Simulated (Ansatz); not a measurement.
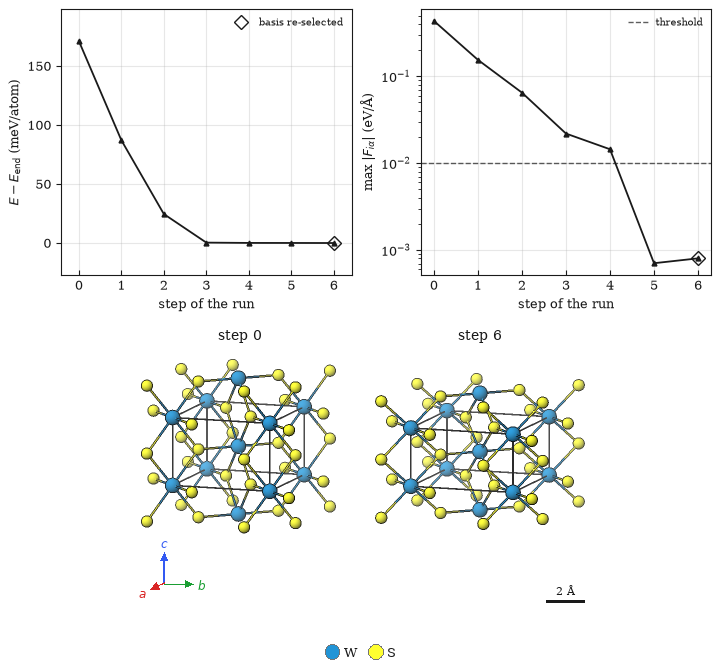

First and last geometry of a relaxation of crystalline WS2 (built on the MgH2-136 type type), with the history of the run. Style: ball-and-stick. Shown: the cell of the calculation, slightly off an axis.

Computed with Ansatz 0.2.0, DFT, PBEsol, plane waves, PAW.

Input file:
```yaml
crystal:
  lattice:
    - [5.54486381, 0.0, 0.0]
    - [0.0, 5.54486381, 0.0]
    - [0.0, 0.0, 3.7065768]
  atoms:
    - { symbol: W, position: [0.5, 0.5, 0.5] }
    - { symbol: W, position: [0.0, 0.0, 0.0] }
    - { symbol: S, position: [0.695572, 0.695572, 0.0] }
    - { symbol: S, position: [0.804428, 0.195572, 0.5] }
    - { symbol: S, position: [0.304428, 0.304428, 0.0] }
    - { symbol: S, position: [0.195572, 0.804428, 0.5] }
kpoints:
  mp_grid: { grid: [4, 4, 6] }
hamiltonian:
  xc: pbesol
scf:
  occupations: { method: fermi_dirac, width: 0.03 }
relax:
  f_tol: 0.01
  cell: {}
  max_steps: 120
```

Command:
```bash
ansatz run input.yaml --threads 2 --pin off --max-ram 2211MiB --backend cpu --events-out ev --progress --plain --runs-dir out
```

What do the curves and the structures tell?

Answer. It converged. After 5 accepted moves (6 points after the start) the energy has fallen by 171 meV per atom. The largest force component goes from 0.43 to 0.0008 eV/Å. The pressure goes from −3.97 to 0.01 GPa. The SCF was repeated once at an unchanged geometry on a basis and grid sized afresh for the cell, which shifted the energy by less than 0.05 meV per atom at most. The largest moves relative to the cell, 0.16 Å, are those of S3, S4, S5 and S6. S4 goes along [−1 1 0]. W stays in place. Cell: a = b 5.545 → 5.823 Å (+5.0 %), c 3.707 → 3.179 Å (−14.2 %). Volume −5.4 %. Near-neighbour distances that change, for instance: W1–W1 3.707 → 3.179 Å, W1–S4 2.387 → 2.349 Å, W1–S3 2.406 → 2.378 Å. Among the angles between lasting bonds that change: S3–W1–S3 100.8° → 83.9°, W1–S3–W1 100.8° → 83.9°, S3–W1–S5 79.2° → 96.1°. The space group stays P4_2/mnm (No. 136). Cost: 14 s on 2 threads of Arm Neoverse V2, on a shared host, peak memory 0.41 GiB.
